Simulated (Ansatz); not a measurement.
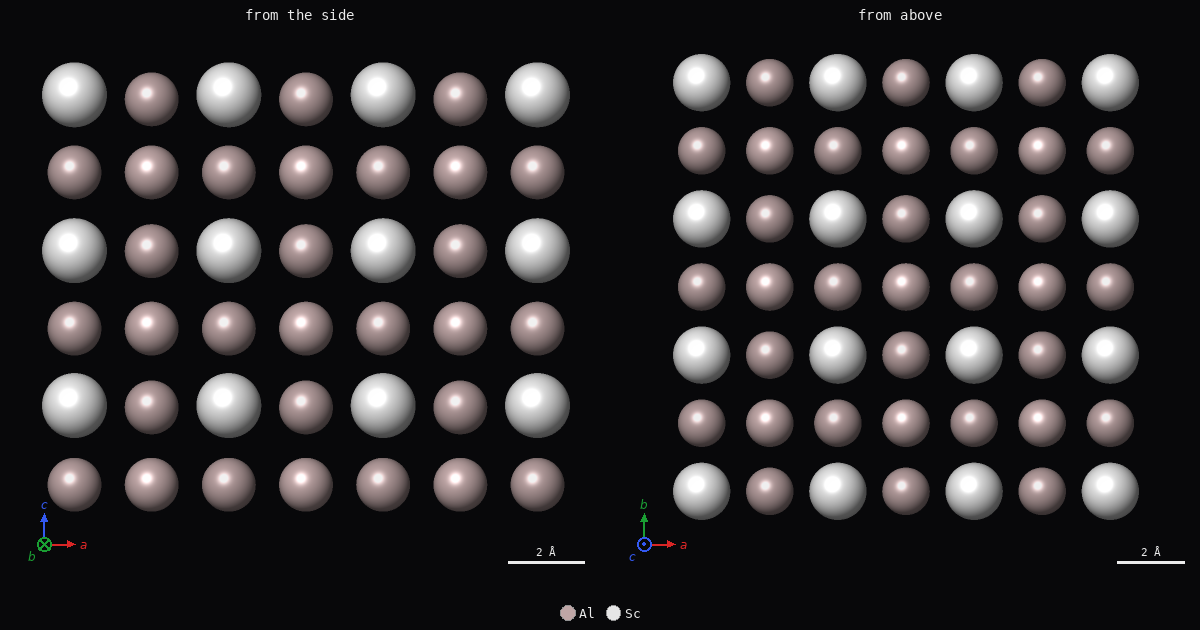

A spheres-only picture of a periodic slab, seen from the side and from above. The surface normal points up in side views; the vacuum is left out. 3×3 cells are drawn in the plane, with atoms at the edges repeated.

The cell holds 3 Sc, 9 Al. The slab was cut from bulk ScAl3 (Pm-3m).

What do the upper and lower surfaces expose?

Answer. The top face ends in Al and Sc, the bottom face in Al. The faces differ, so the slab can carry a dipole.

Read the thickness off the scale bar.

Answer. About 10 Å from the lowest to the highest atom.

State the number of planes and their content from above.

Answer. Six planes: ScAl / Al / ScAl / Al / ScAl / Al.

On which plane does the slab lie?

Answer. (1 0 0).

Calculation details: DFT r2SCAN, scalar-relativistic, plane waves, PAW in Ansatz 0.2.0; an energy cutoff of 500 eV, 9×9×1 k-mesh, Gaussian smearing of 0.1 eV, no spin polarisation.

Predict the work functions of both surfaces.

Answer. 3.70 eV at the top and 4.35 eV at the bottom.

The structure was taken from a structure listed in the Materials Project, from which a slab was cut. The atoms were relaxed in a fixed cell with Ansatz 0.2.0, DFT r2SCAN, scalar-relativistic, plane waves, PAW.
